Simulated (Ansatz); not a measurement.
Nudged elastic band, with input and output: Sr8Ti8O23 (charge +2) (part 2 of 3)

Sr8Ti8O23 (defect cell, 39 atoms in the cell, total charge +2); DFT, PBEsol, PAW, plane waves (Ansatz 0.2.0); cutoff 420 eV, 1×1×1 k-mesh, Fermi–Dirac smearing of 0.01 eV. 

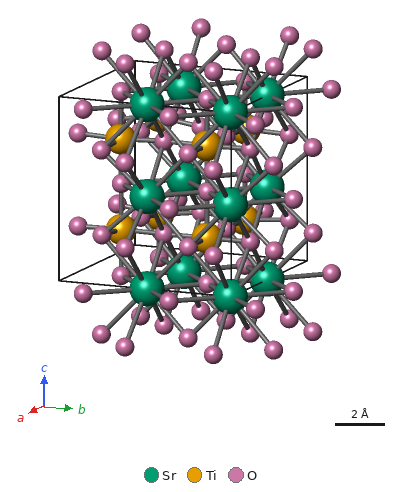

The structure as given in the input (ball-and-stick view of the cell of the calculation, seen slightly off an axis; bonded neighbours outside the cell are drawn too).

**Log, continued**
```
NEB image 6, for its relaxation
preconditioner: auto → Resta (q_TF=auto, 2.547 Å⁻¹)  ε∞=5.7  [insulator: Δε(μ)=2.538 eV  Ē_g=12.042 eV  σ=0.010 eV  W_gap=1.00  n_scr=122 (ndim 8)  ℏωp=26.0 eV  f_vac=0.008  D(μ)=0.00/eV (n_scr^D=0)  ε∞_Penn≈5.7]
NEB image 6, for its relaxation
preconditioner: auto → Resta (q_TF=auto, 2.547 Å⁻¹)  ε∞=5.7  [insulator: Δε(μ)=2.621 eV  Ē_g=12.053 eV  σ=0.010 eV  W_gap=1.00  n_scr=122 (ndim 8)  ℏωp=26.0 eV  f_vac=0.008  D(μ)=0.00/eV (n_scr^D=0)  ε∞_Penn≈5.7]
NEB image 6, for its relaxation
preconditioner: auto → Resta (q_TF=auto, 2.547 Å⁻¹)  ε∞=5.7  [insulator: Δε(μ)=2.599 eV  Ē_g=12.033 eV  σ=0.010 eV  W_gap=1.00  n_scr=122 (ndim 8)  ℏωp=26.0 eV  f_vac=0.008  D(μ)=0.00/eV (n_scr^D=0)  ε∞_Penn≈5.7]
NEB image 6, for its relaxation
preconditioner: auto → Resta (q_TF=auto, 2.547 Å⁻¹)  ε∞=5.7  [insulator: Δε(μ)=2.590 eV  Ē_g=12.041 eV  σ=0.010 eV  W_gap=1.00  n_scr=122 (ndim 8)  ℏωp=26.0 eV  f_vac=0.008  D(μ)=0.00/eV (n_scr^D=0)  ε∞_Penn≈5.7]
NEB image 6, for its relaxation
preconditioner: auto → Resta (q_TF=auto, 2.547 Å⁻¹)  ε∞=5.7  [insulator: Δε(μ)=2.604 eV  Ē_g=12.048 eV  σ=0.010 eV  W_gap=1.00  n_scr=122 (ndim 8)  ℏωp=26.0 eV  f_vac=0.008  D(μ)=0.00/eV (n_scr^D=0)  ε∞_Penn≈5.7]
NEB image 6, for its relaxation
preconditioner: auto → Resta (q_TF=auto, 2.547 Å⁻¹)  ε∞=5.7  [insulator: Δε(μ)=2.598 eV  Ē_g=12.047 eV  σ=0.010 eV  W_gap=1.00  n_scr=122 (ndim 8)  ℏωp=26.0 eV  f_vac=0.008  D(μ)=0.00/eV (n_scr^D=0)  ε∞_Penn≈5.7]
NEB image 6
preconditioner: auto → Resta (q_TF=auto, 2.547 Å⁻¹)  ε∞=5.7  [insulator: Δε(μ)=2.600 eV  Ē_g=12.047 eV  σ=0.010 eV  W_gap=1.00  n_scr=122 (ndim 8)  ℏωp=26.0 eV  f_vac=0.008  D(μ)=0.00/eV (n_scr^D=0)  ε∞_Penn≈5.7]
NSCF: frozen V_eff on 1 k-points
NEB end point (image 6): relaxed in 65 SCF iterations, 3.331834 eV lower, largest move of an atom 0.231 Å; not tested for a saddle point
NEB image 1
preconditioner: auto → Resta (q_TF=auto, 2.547 Å⁻¹)  ε∞=5.7  [insulator: Δε(μ)=2.396 eV  Ē_g=11.962 eV  σ=0.010 eV  W_gap=1.00  n_scr=122 (ndim 8)  ℏωp=26.0 eV  f_vac=0.000  D(μ)=0.00/eV (n_scr^D=0)  ε∞_Penn≈5.7]
NEB image 2
preconditioner: auto → Resta (q_TF=auto, 2.547 Å⁻¹)  ε∞=5.7  [insulator: Δε(μ)=2.322 eV  Ē_g=11.993 eV  σ=0.010 eV  W_gap=1.00  n_scr=122 (ndim 8)  ℏωp=26.0 eV  f_vac=0.000  D(μ)=0.00/eV (n_scr^D=0)  ε∞_Penn≈5.7]
NEB image 3
preconditioner: auto → Resta (q_TF=auto, 2.547 Å⁻¹)  ε∞=5.7  [insulator: Δε(μ)=2.261 eV  Ē_g=11.998 eV  σ=0.010 eV  W_gap=1.00  n_scr=122 (ndim 8)  ℏωp=26.0 eV  f_vac=0.000  D(μ)=0.00/eV (n_scr^D=0)  ε∞_Penn≈5.7]
NEB image 4
preconditioner: auto → Resta (q_TF=auto, 2.547 Å⁻¹)  ε∞=5.7  [insulator: Δε(μ)=2.259 eV  Ē_g=11.978 eV  σ=0.010 eV  W_gap=1.00  n_scr=122 (ndim 8)  ℏωp=26.0 eV  f_vac=0.000  D(μ)=0.00/eV (n_scr^D=0)  ε∞_Penn≈5.7]
NEB image 5
preconditioner: auto → Resta (q_TF=auto, 2.547 Å⁻¹)  ε∞=5.8  [insulator: Δε(μ)=2.322 eV  Ē_g=11.941 eV  σ=0.010 eV  W_gap=1.00  n_scr=122 (ndim 8)  ℏωp=26.0 eV  f_vac=0.000  D(μ)=0.00/eV (n_scr^D=0)  ε∞_Penn≈5.8]
NEB iter   1: max|band force component| = 8.296e0 eV/Å  barrier→ = 2.3262 eV  barrier← = 2.3261 eV  Δτ_max = 0.1795 Å  (74 SCF iters)
NEB image 1
preconditioner: auto → Resta (q_TF=auto, 2.547 Å⁻¹)  ε∞=5.6  [insulator: Δε(μ)=2.424 eV  Ē_g=12.090 eV  σ=0.010 eV  W_gap=1.00  n_scr=122 (ndim 8)  ℏωp=26.0 eV  f_vac=0.009  D(μ)=0.00/eV (n_scr^D=0)  ε∞_Penn≈5.6]
NEB image 2
preconditioner: auto → Resta (q_TF=auto, 2.547 Å⁻¹)  ε∞=5.6  [insulator: Δε(μ)=2.261 eV  Ē_g=12.133 eV  σ=0.010 eV  W_gap=1.00  n_scr=122 (ndim 8)  ℏωp=26.0 eV  f_vac=0.010  D(μ)=0.00/eV (n_scr^D=0)  ε∞_Penn≈5.6]
NEB image 3
preconditioner: auto → Resta (q_TF=auto, 2.547 Å⁻¹)  ε∞=5.6  [insulator: Δε(μ)=2.212 eV  Ē_g=12.147 eV  σ=0.010 eV  W_gap=1.00  n_scr=122 (ndim 8)  ℏωp=26.0 eV  f_vac=0.011  D(μ)=0.00/eV (n_scr^D=0)  ε∞_Penn≈5.6]
NEB image 4
preconditioner: auto → Resta (q_TF=auto, 2.547 Å⁻¹)  ε∞=5.6  [insulator: Δε(μ)=2.262 eV  Ē_g=12.119 eV  σ=0.010 eV  W_gap=1.00  n_scr=122 (ndim 8)  ℏωp=26.0 eV  f_vac=0.010  D(μ)=0.00/eV (n_scr^D=0)  ε∞_Penn≈5.6]
NEB image 5
preconditioner: auto → Resta (q_TF=auto, 2.547 Å⁻¹)  ε∞=5.7  [insulator: Δε(μ)=2.399 eV  Ē_g=12.070 eV  σ=0.010 eV  W_gap=1.00  n_scr=122 (ndim 8)  ℏωp=26.0 eV  f_vac=0.009  D(μ)=0.00/eV (n_scr^D=0)  ε∞_Penn≈5.7]
NEB iter   2: max|band force component| = 2.930e0 eV/Å  barrier→ = 1.1650 eV  barrier← = 1.1648 eV  Δτ_max = 0.1163 Å  (43 SCF iters)
[... from here on the SCF iterations and repeated set-up lines of each step are left out, up to the last step ...]
NEB image 1
NEB image 2
NEB image 3
NEB image 4
NEB image 5
NEB iter   3: max|band force component| = 1.323e0 eV/Å  barrier→ = 0.6278 eV  barrier← = 0.6277 eV  Δτ_max = 0.0360 Å  (41 SCF iters)
NEB image 1
NEB image 2
NEB image 3
NEB image 4
NEB image 5
NEB iter   4: max|band force component| = 5.300e-1 eV/Å  barrier→ = 0.5337 eV  barrier← = 0.5336 eV  Δτ_max = 0.0281 Å  (35 SCF iters)
NEB image 1
NEB image 2
NEB image 3
NEB image 4
NEB image 5
NEB iter   5: max|band force component| = 1.454e-1 eV/Å  barrier→ = 0.5050 eV  barrier← = 0.5049 eV  CI = image 3  Δτ_max = 0.0221 Å  (35 SCF iters)
NEB image 1
NEB image 2
NEB image 3
NEB image 4
NEB image 5
NEB iter   6: max|band force component| = 1.317e-1 eV/Å  barrier→ = 0.4996 eV  barrier← = 0.4994 eV  CI = image 3  Δτ_max = 0.0217 Å  (30 SCF iters)
NEB image 1
NEB image 2
NEB image 3
NEB image 4
NEB image 5
NEB iter   7: max|band force component| = 1.400e-1 eV/Å  barrier→ = 0.4956 eV  barrier← = 0.4954 eV  CI = image 3  Δτ_max = 0.0108 Å  (30 SCF iters)
NEB image 1
NEB image 2
NEB image 3
NEB image 4
NEB image 5
NEB iter   8: max|band force component| = 1.216e-1 eV/Å  barrier→ = 0.4942 eV  barrier← = 0.4940 eV  CI = image 3  Δτ_max = 0.0108 Å  (30 SCF iters)
NEB image 1
NEB image 2
NEB image 3
NEB image 4
NEB image 5
NEB iter   9: max|band force component| = 8.597e-2 eV/Å  barrier→ = 0.4912 eV  barrier← = 0.4911 eV  CI = image 3  Δτ_max = 0.0108 Å  (30 SCF iters)
NEB image 1
NEB image 2
NEB image 3
NEB image 4
NEB image 5
NEB iter  10: max|band force component| = 6.659e-2 eV/Å  barrier→ = 0.4893 eV  barrier← = 0.4891 eV  CI = image 3  Δτ_max = 0.0108 Å  (30 SCF iters)
NEB image 1
NEB image 2
NEB image 3
NEB image 4
NEB image 5
NEB iter  11: max|band force component| = 1.162e-1 eV/Å  barrier→ = 0.4877 eV  barrier← = 0.4875 eV  CI = image 3  Δτ_max = 0.0054 Å  (30 SCF iters)
NEB image 1
NEB image 2
NEB image 3
NEB image 4
NEB image 5
NEB iter  12: max|band force component| = 7.136e-2 eV/Å  barrier→ = 0.4867 eV  barrier← = 0.4865 eV  CI = image 3  Δτ_max = 0.0054 Å  (30 SCF iters)
NEB image 1
NEB image 2
NEB image 3
NEB image 4
NEB image 5
NEB iter  13: max|band force component| = 7.459e-2 eV/Å  barrier→ = 0.4859 eV  barrier← = 0.4857 eV  CI = image 3  Δτ_max = 0.0027 Å  (30 SCF iters)
NEB image 1
NEB image 2
NEB image 3
NEB image 4
NEB image 5
NEB iter  14: max|band force component| = 5.900e-2 eV/Å  barrier→ = 0.4855 eV  barrier← = 0.4853 eV  CI = image 3  Δτ_max = 0.0027 Å  (30 SCF iters)
NEB image 3
preconditioner: auto → Resta (q_TF=auto, 2.547 Å⁻¹)  ε∞=5.7  [insulator: Δε(μ)=2.705 eV  Ē_g=12.064 eV  σ=0.010 eV  W_gap=1.00  n_scr=122 (ndim 8)  ℏωp=26.0 eV  f_vac=0.007  D(μ)=0.00/eV (n_scr^D=0)  ε∞_Penn≈5.7]
NEB image 1
NSCF: frozen V_eff on 1 k-points
NEB image 2
NSCF: frozen V_eff on 1 k-points
NEB image 4
NSCF: frozen V_eff on 1 k-points
NEB image 5
NSCF: frozen V_eff on 1 k-points
NEB image 3
NSCF: frozen V_eff on 1 k-points
the band table was solved once a step of the walk had ended and its energy, with any forces and stress, was formed, with the checks that follow a solve (827 applications of the Hamiltonian). They found nothing against the state; the energy, forces and stress were not computed again (output.eigenvalues in the input reference)
NEB image 3, as the band closes
NEB point 1 about image 3
preconditioner: auto → Resta (q_TF=auto, 2.547 Å⁻¹)  ε∞=5.7  [insulator: Δε(μ)=2.704 eV  Ē_g=12.064 eV  σ=0.010 eV  W_gap=1.00  n_scr=122 (ndim 8)  ℏωp=26.0 eV  f_vac=0.007  D(μ)=0.00/eV (n_scr^D=0)  ε∞_Penn≈5.7]
NEB point 2 about image 3
NEB point 3 about image 3
preconditioner: auto → Resta (q_TF=auto, 2.547 Å⁻¹)  ε∞=5.7  [insulator: Δε(μ)=2.688 eV  Ē_g=12.061 eV  σ=0.010 eV  W_gap=1.00  n_scr=122 (ndim 8)  ℏωp=26.0 eV  f_vac=0.007  D(μ)=0.00/eV (n_scr^D=0)  ε∞_Penn≈5.7]
NEB point 4 about image 3
preconditioner: auto → Resta (q_TF=auto, 2.547 Å⁻¹)  ε∞=5.7  [insulator: Δε(μ)=2.685 eV  Ē_g=12.059 eV  σ=0.010 eV  W_gap=1.00  n_scr=122 (ndim 8)  ℏωp=26.0 eV  f_vac=0.008  D(μ)=0.00/eV (n_scr^D=0)  ε∞_Penn≈5.7]
NEB point 5 about image 3
preconditioner: auto → Resta (q_TF=auto, 2.547 Å⁻¹)  ε∞=5.7  [insulator: Δε(μ)=2.688 eV  Ē_g=12.059 eV  σ=0.010 eV  W_gap=1.00  n_scr=122 (ndim 8)  ℏωp=26.0 eV  f_vac=0.007  D(μ)=0.00/eV (n_scr^D=0)  ε∞_Penn≈5.7]
NEB point 6 about image 3
preconditioner: auto → Resta (q_TF=auto, 2.547 Å⁻¹)  ε∞=5.7  [insulator: Δε(μ)=2.703 eV  Ē_g=12.060 eV  σ=0.010 eV  W_gap=1.00  n_scr=122 (ndim 8)  ℏωp=26.0 eV  f_vac=0.007  D(μ)=0.00/eV (n_scr^D=0)  ε∞_Penn≈5.7]
NEB point 7 about image 3
preconditioner: auto → Resta (q_TF=auto, 2.547 Å⁻¹)  ε∞=5.7  [insulator: Δε(μ)=2.709 eV  Ē_g=12.061 eV  σ=0.010 eV  W_gap=1.00  n_scr=122 (ndim 8)  ℏωp=26.0 eV  f_vac=0.007  D(μ)=0.00/eV (n_scr^D=0)  ε∞_Penn≈5.7]
NEB point 8 about image 3
preconditioner: auto → Resta (q_TF=auto, 2.547 Å⁻¹)  ε∞=5.7  [insulator: Δε(μ)=2.676 eV  Ē_g=12.059 eV  σ=0.010 eV  W_gap=1.00  n_scr=122 (ndim 8)  ℏωp=26.0 eV  f_vac=0.007  D(μ)=0.00/eV (n_scr^D=0)  ε∞_Penn≈5.7]
NEB point 9 about image 3
preconditioner: auto → Resta (q_TF=auto, 2.547 Å⁻¹)  ε∞=5.7  [insulator: Δε(μ)=2.698 eV  Ē_g=12.063 eV  σ=0.010 eV  W_gap=1.00  n_scr=122 (ndim 8)  ℏωp=26.0 eV  f_vac=0.008  D(μ)=0.00/eV (n_scr^D=0)  ε∞_Penn≈5.7]
NEB point 10 about image 3
preconditioner: auto → Resta (q_TF=auto, 2.547 Å⁻¹)  ε∞=5.7  [insulator: Δε(μ)=2.685 eV  Ē_g=12.060 eV  σ=0.010 eV  W_gap=1.00  n_scr=122 (ndim 8)  ℏωp=26.0 eV  f_vac=0.007  D(μ)=0.00/eV (n_scr^D=0)  ε∞_Penn≈5.7]
NEB point 11 about image 3
preconditioner: auto → Resta (q_TF=auto, 2.547 Å⁻¹)  ε∞=5.7  [insulator: Δε(μ)=2.707 eV  Ē_g=12.061 eV  σ=0.010 eV  W_gap=1.00  n_scr=122 (ndim 8)  ℏωp=26.0 eV  f_vac=0.007  D(μ)=0.00/eV (n_scr^D=0)  ε∞_Penn≈5.7]
NEB point 12 about image 3
preconditioner: auto → Resta (q_TF=auto, 2.547 Å⁻¹)  ε∞=5.7  [insulator: Δε(μ)=2.664 eV  Ē_g=12.066 eV  σ=0.010 eV  W_gap=1.00  n_scr=122 (ndim 8)  ℏωp=26.0 eV  f_vac=0.008  D(μ)=0.00/eV (n_scr^D=0)  ε∞_Penn≈5.7]
NEB point 13 about image 3
preconditioner: auto → Resta (q_TF=auto, 2.547 Å⁻¹)  ε∞=5.7  [insulator: Δε(μ)=2.690 eV  Ē_g=12.059 eV  σ=0.010 eV  W_gap=1.00  n_scr=122 (ndim 8)  ℏωp=26.0 eV  f_vac=0.008  D(μ)=0.00/eV (n_scr^D=0)  ε∞_Penn≈5.7]
NEB point 14 about image 3
preconditioner: auto → Resta (q_TF=auto, 2.547 Å⁻¹)  ε∞=5.7  [insulator: Δε(μ)=2.630 eV  Ē_g=12.063 eV  σ=0.010 eV  W_gap=1.00  n_scr=122 (ndim 8)  ℏωp=26.0 eV  f_vac=0.007  D(μ)=0.00/eV (n_scr^D=0)  ε∞_Penn≈5.7]
NEB point 15 about image 3
preconditioner: auto → Resta (q_TF=auto, 2.547 Å⁻¹)  ε∞=5.7  [insulator: Δε(μ)=2.683 eV  Ē_g=12.064 eV  σ=0.010 eV  W_gap=1.00  n_scr=122 (ndim 8)  ℏωp=26.0 eV  f_vac=0.008  D(μ)=0.00/eV (n_scr^D=0)  ε∞_Penn≈5.7]
NEB point 16 about image 3
preconditioner: auto → Resta (q_TF=auto, 2.547 Å⁻¹)  ε∞=5.7  [insulator: Δε(μ)=2.705 eV  Ē_g=12.065 eV  σ=0.010 eV  W_gap=1.00  n_scr=122 (ndim 8)  ℏωp=26.0 eV  f_vac=0.008  D(μ)=0.00/eV (n_scr^D=0)  ε∞_Penn≈5.7]
NEB point 17 about image 3
preconditioner: auto → Resta (q_TF=auto, 2.547 Å⁻¹)  ε∞=5.7  [insulator: Δε(μ)=2.679 eV  Ē_g=12.065 eV  σ=0.010 eV  W_gap=1.00  n_scr=122 (ndim 8)  ℏωp=26.0 eV  f_vac=0.007  D(μ)=0.00/eV (n_scr^D=0)  ε∞_Penn≈5.7]
NEB point 18 about image 3
preconditioner: auto → Resta (q_TF=auto, 2.547 Å⁻¹)  ε∞=5.7  [insulator: Δε(μ)=2.674 eV  Ē_g=12.069 eV  σ=0.010 eV  W_gap=1.00  n_scr=122 (ndim 8)  ℏωp=26.0 eV  f_vac=0.008  D(μ)=0.00/eV (n_scr^D=0)  ε∞_Penn≈5.7]
NEB point 19 about image 3
preconditioner: auto → Resta (q_TF=auto, 2.547 Å⁻¹)  ε∞=5.7  [insulator: Δε(μ)=2.637 eV  Ē_g=12.065 eV  σ=0.010 eV  W_gap=1.00  n_scr=122 (ndim 8)  ℏωp=26.0 eV  f_vac=0.007  D(μ)=0.00/eV (n_scr^D=0)  ε∞_Penn≈5.7]
NEB point 20 about image 3
preconditioner: auto → Resta (q_TF=auto, 2.547 Å⁻¹)  ε∞=5.7  [insulator: Δε(μ)=2.708 eV  Ē_g=12.063 eV  σ=0.010 eV  W_gap=1.00  n_scr=122 (ndim 8)  ℏωp=26.0 eV  f_vac=0.007  D(μ)=0.00/eV (n_scr^D=0)  ε∞_Penn≈5.7]
NEB point 21 about image 3
preconditioner: auto → Resta (q_TF=auto, 2.547 Å⁻¹)  ε∞=5.7  [insulator: Δε(μ)=2.703 eV  Ē_g=12.063 eV  σ=0.010 eV  W_gap=1.00  n_scr=122 (ndim 8)  ℏωp=26.0 eV  f_vac=0.007  D(μ)=0.00/eV (n_scr^D=0)  ε∞_Penn≈5.7]
NEB point between images 0 and 1
preconditioner: auto → Resta (q_TF=auto, 2.547 Å⁻¹)  ε∞=5.7  [insulator: Δε(μ)=2.624 eV  Ē_g=12.049 eV  σ=0.010 eV  W_gap=1.00  n_scr=122 (ndim 8)  ℏωp=26.0 eV  f_vac=0.008  D(μ)=0.00/eV (n_scr^D=0)  ε∞_Penn≈5.7]
NEB point between images 1 and 2
preconditioner: auto → Resta (q_TF=auto, 2.547 Å⁻¹)  ε∞=5.7  [insulator: Δε(μ)=2.620 eV  Ē_g=12.045 eV  σ=0.010 eV  W_gap=1.00  n_scr=122 (ndim 8)  ℏωp=26.0 eV  f_vac=0.008  D(μ)=0.00/eV (n_scr^D=0)  ε∞_Penn≈5.7]
NEB point between images 2 and 3
preconditioner: auto → Resta (q_TF=auto, 2.547 Å⁻¹)  ε∞=5.7  [insulator: Δε(μ)=2.674 eV  Ē_g=12.057 eV  σ=0.010 eV  W_gap=1.00  n_scr=122 (ndim 8)  ℏωp=26.0 eV  f_vac=0.007  D(μ)=0.00/eV (n_scr^D=0)  ε∞_Penn≈5.7]
NEB point between images 3 and 4
preconditioner: auto → Resta (q_TF=auto, 2.547 Å⁻¹)  ε∞=5.7  [insulator: Δε(μ)=2.700 eV  Ē_g=12.061 eV  σ=0.010 eV  W_gap=1.00  n_scr=122 (ndim 8)  ℏωp=26.0 eV  f_vac=0.007  D(μ)=0.00/eV (n_scr^D=0)  ε∞_Penn≈5.7]
NEB point between images 4 and 5
SCF iter   1: F=—  HF=-60718.302915 eV  |F-HF|=—  |Δ(HF+E_count)|=         —  Δρ=5.95e-3  dr2=1.33e-1  ethr=4.11e-5  ⟨swp⟩=5.0  Hψ=789  notcnv=0
preconditioner: auto → Resta (q_TF=auto, 2.547 Å⁻¹)  ε∞=5.7  [insulator: Δε(μ)=2.683 eV  Ē_g=12.050 eV  σ=0.010 eV  W_gap=1.00  n_scr=122 (ndim 8)  ℏωp=26.0 eV  f_vac=0.008  D(μ)=0.00/eV (n_scr^D=0)  ε∞_Penn≈5.7]
SCF iter   2: F=—  HF=-60718.288084 eV  |F-HF|=—  |Δ(HF+E_count)|=   1.48e-2  Δρ=3.26e-3  dr2=4.61e-2  ethr=4.11e-5  ⟨swp⟩=4.0  Hψ=238  notcnv=0
SCF iter   3: F=—  HF=-60718.280758 eV  |F-HF|=—  |Δ(HF+E_count)|=   7.33e-3  Δρ=4.73e-4  dr2=1.55e-3  ethr=1.48e-5  ⟨swp⟩=5.0  Hψ=369  notcnv=0
SCF iter   4: F=—  HF=-60718.279334 eV  |F-HF|=—  |Δ(HF+E_count)|=   1.42e-3  Δρ=1.76e-4  dr2=1.72e-4  ethr=4.97e-7  ⟨swp⟩=2.0  Hψ=256  notcnv=0
SCF iter   5: F=—  HF=-60718.279379 eV  |F-HF|=—  |Δ(HF+E_count)|=   4.52e-5  Δρ=4.38e-5  dr2=1.32e-5  ethr=5.53e-8  ⟨swp⟩=2.0  Hψ=304  notcnv=0
SCF iter   6: F=—  HF=-60718.280136 eV  |F-HF|=—  |Δ(HF+E_count)|=   7.57e-4  Δρ=2.28e-5  dr2=1.83e-6  ethr=4.24e-9  ⟨swp⟩=2.0  Hψ=351  notcnv=0
SCF iter   7: F=—  HF=-60718.280136 eV  |F-HF|=—  |Δ(HF+E_count)|=   2.01e-7  Δρ=6.05e-6  dr2=1.89e-7  ethr=5.87e-10  ⟨swp⟩=2.0  Hψ=309  notcnv=0
SCF iter   8: F=-60718.280137 eV  HF=-60718.280137 eV  |F-HF|=2.67e-9  |Δ(HF+E_count)|=   6.32e-8  Δρ=2.18e-6  dr2=2.11e-8  ethr=3.21e-11  ⟨swp⟩=4.0  Hψ=604  notcnv=0
SCF 121 converged in 8 iterations: F = -60718.280137 eV  dr2 = 2.11e-8
NEB point between images 5 and 6
iter 1 solved again at ethr=2.26e-5 eV; its pass at ethr=3.10e-3 eV (dr2=7.05e-2 eV) is discarded
```
